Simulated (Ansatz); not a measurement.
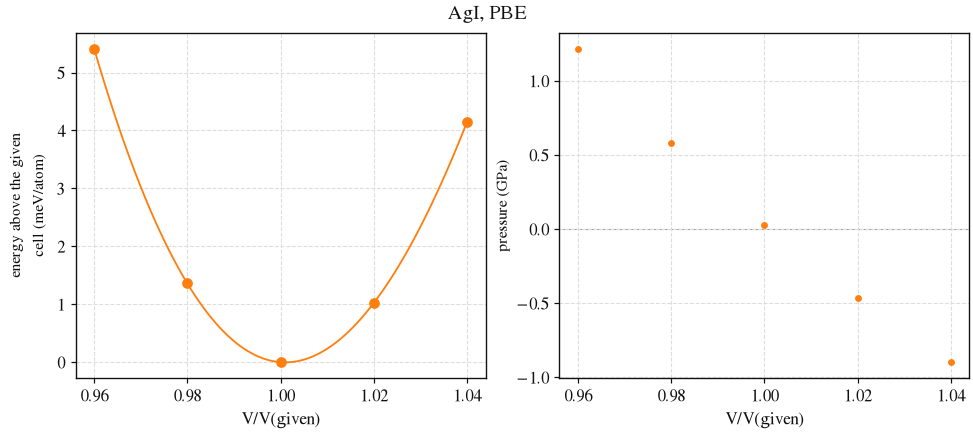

Calculation (Ansatz 0.2.0): plane-wave density functional theory, PAW datasets, Gaussian smearing 0.05 eV: equation of state, the given cell scaled in volume with shape and atoms relaxed at each volume; third-order Birch-Murnaghan fit. Level: PBE, no spin polarisation.

```tsv
setting	value
PAW set	soft_2
wave cutoff	420 eV
k mesh	10×10×10
```

Cell as given: a = 4.685 Å, b = 4.685 Å, c = 4.685 Å, α = 60.00°, β = 60.00°, γ = 60.00°; 2 atoms.

Caption: Energy above the given cell and pressure against V/V(given) for AgI, space group F-43m (No. 216).

V(given) is 36.36 Å³/atom.

A third-order Birch–Murnaghan fit gives V0 = 36.40 Å³/atom, B0 = 26 GPa and B′ = 5.2. The energy above the given cell is 5.41 meV/atom at V/V(given) 0.96 and 4.14 meV/atom at 1.04; the lowest computed point is at V/V(given) 1.00 (0.00 meV/atom). The pressure falls from 1.216 GPa at V/V(given) 0.96 to −0.899 GPa at 1.04, and changes sign near 1.00.

One of the inputs:
```
crystal:
  lattice:
    - [0.0, 3.3128479699, 3.3128479699]
    - [3.3128479699, 0.0, 3.3128479699]
    - [3.3128479699, 3.3128479699, 0.0]
  atoms:
    - { symbol: Ag, position: [0.0, 0.0, 0.0] }
    - { symbol: I, position: [0.75, 0.75, 0.75] }
basis:
  ecutwfc: 420
  ecutrho_ratio: 4
kpoints:
  mp_grid: { grid: [10, 10, 10] }
  band_path:
    path:
      - [[0.0, 0.0, 0.0], [-0.5, -0.5, 0.0], [-0.375, -0.375, 0.25]]
      - [[-0.375, 0.0, 0.375], [0.0, 0.0, 0.0], [0.0, 0.0, 0.5], [-0.5, -0.25, 0.25], [-0.5, -0.5, 0.0]]
    npoints: 14
hamiltonian:
  xc: pbe
scf:
  occupations: { method: gaussian, width: 0.05 }
  n_extra_bands: 11
output:
  forces: true
  stress: true
  eigenvalues: true
  populations: true
  dos: { projected: true, de: 0.02, nscf_kmesh: { grid: [15, 15, 15] } }
  bader: true
  write_density: true
  write_potential: true
  elf: true
  volumetric_format: npy
```

Run as:
```bash
ansatz run input.yaml --threads 2 --pin off --max-ram 2662MiB --backend cpu --events-out ev --progress --plain --runs-dir out
```
